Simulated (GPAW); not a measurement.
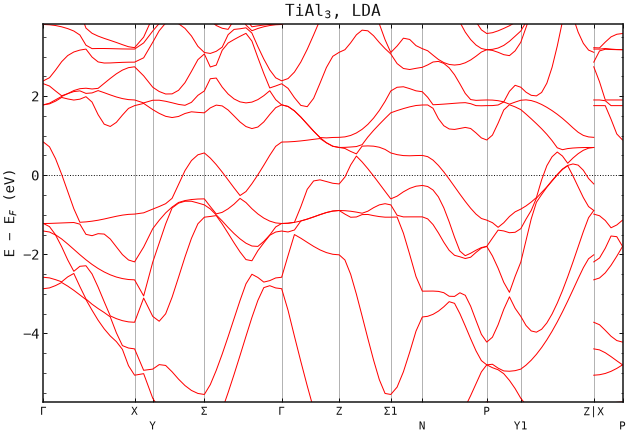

What does this figure show?

Band structure of TiAl3, space group I4/mmm (No. 139), 4 atoms in the primitive cell (a = 3.822 Å, c = 8.561 Å (tetragonal axes)). Method: LDA, the program's PAW data sets (release 1.2.1) made for this functional, no spin polarisation, no spin-orbit coupling, 7×7×7 k mesh, 600 eV cutoff, Fermi-Dirac smearing of 0.05 eV (GPAW 26.7.0). Energies are counted from the Fermi level.

A metal: 3 bands cross the Fermi level along this path. At Σ1 the nearest levels lie 0.60 eV below and 0.56 eV above the Fermi level.

The k mesh is thin for a metal, so its Fermi level is uncertain. The cell is at −3 GPa in this functional. The cell comes from a database of computed structures, and whether it is the stable form of this composition wasn't checked. Bands are joined in order of energy, so crossings between the computed points show as kinks or gaps. In reduced coordinates of the cell that was run, X is (0, 0, 0.5), Y is (−0.1, 0.1, 0.5), Σ is (−0.3, 0.3, 0.3), Z is (0.5, 0.5, −0.5), Σ1 is (0.3, 0.7, −0.3), N is (0, 0.5, 0), P is (0.25, 0.25, 0.25) and Y1 is (0.5, 0.5, −0.1).
